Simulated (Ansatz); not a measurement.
Y (Fm-3m, No. 225): the end point of a relaxation with Ansatz 0.2.0, DFT PBE, scalar-relativistic, plane waves, PAW; the starting structure was generated, so it need not be a known form of this composition.

```yaml
crystal:
  lattice:
    - [5.06221, 0.00000, 0.00000]
    - [0.00000, 5.06221, 0.00000]
    - [0.00000, 0.00000, 5.06221]
  atoms:
    - { symbol: Y, position: [0.00000, 0.00000, 0.00000] }
    - { symbol: Y, position: [0.00000, 0.50000, 0.50000] }
    - { symbol: Y, position: [0.50000, 0.00000, 0.50000] }
    - { symbol: Y, position: [0.50000, 0.50000, 0.00000] }
```

**What will a dark-field STEM-like image along [111] show? Simulated incoherent Z contrast: every atom adds Z^1.6 spread by a probe of 1.27 Å full width; channelling and multiple scattering are left out. The display is stretched by a gamma of 0.8; percentages refer to the linear signal. Shot noise and a slight drift were added.**

The columns repeat on a hexagonal net with a repeat of 2.07 Å (plane group p6mm). All columns are alike (Y). The shortest distance between visible columns is 2.07 Å in projection. Along the beam the structure repeats every 8.77 Å.

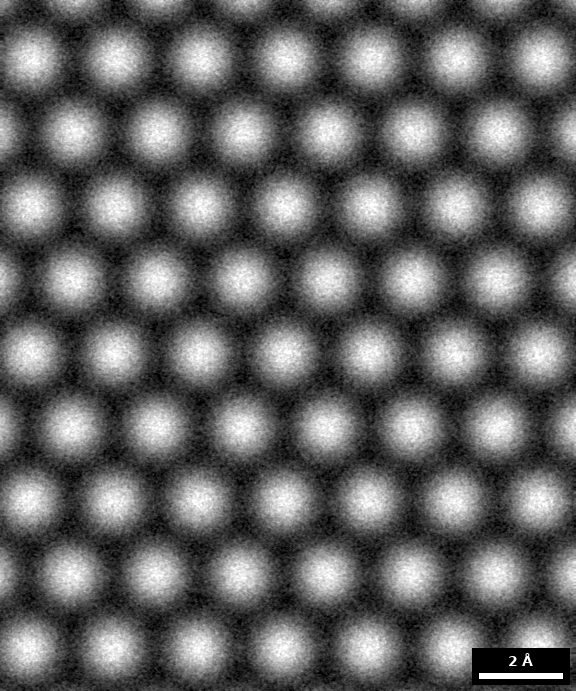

The simulated image.
